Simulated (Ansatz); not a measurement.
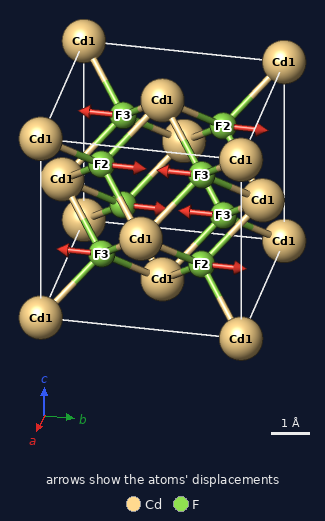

One vibrational mode of solid CdF2 (a generated structure) at the zone centre. The red arrows are the displacements of the atoms (eigenvector over the root of the mass), of arbitrary overall length and sign. Style: ball-and-stick. Shown: the conventional cell (4 times the calculation's cell), from a free direction. Lengths and directions refer to the drawn axes.

The calculation used DFT PBE, scalar-relativistic, plane waves, PAW in Ansatz.

Input
```yaml
crystal:
  lattice:
    - [0.0, 2.7407041214, 2.7407041214]
    - [2.7407041214, 0.0, 2.7407041214]
    - [2.7407041214, 2.7407041214, 0.0]
  atoms:
    - { symbol: Cd, position: [0.0, 0.0, 0.0] }
    - { symbol: F, position: [0.25, 0.25, 0.25] }
    - { symbol: F, position: [0.75, 0.75, 0.75] }
basis:
  ecutwfc: 420
kpoints:
  mp_grid: { grid: [8, 8, 8] }
hamiltonian:
  xc: pbe
scf:
  occupations: { method: fixed }
output:
  eigenvalues: true
phonons:
  method: dfpt
  dielectric: true
  rigid_motions: translations
  eigenvectors: true
  qmesh: [2, 2, 2]
  temperatures: { t_max: 1000, t_step: 100 }
  qpath:
    path:
      - [[0.0, 0.0, 0.0], [0.5, 0.0, 0.5], [0.625, 0.25, 0.625]]
      - [[0.375, 0.375, 0.75], [0.0, 0.0, 0.0], [0.5, 0.5, 0.5], [0.5, 0.25, 0.75], [0.5, 0.0, 0.5]]
    npoints: 8
```

Run as
```bash
ansatz run input.yaml --threads 1 --pin off --max-ram 2048MiB --backend cpu --events-out ev --progress --plain --runs-dir out
```

Frequencies are those without the non-analytic (LO–TO) term.

**Give the symmetry, activity and frequency of this mode.**

This is the T₂g mode (triply degenerate; one member of the set is drawn) at 285 cm⁻¹, the highest optical level, Raman-active by symmetry. The Cd atoms stay at rest; all motion is along b; atoms of one kind move against one another, with no net shift of their sublattice.
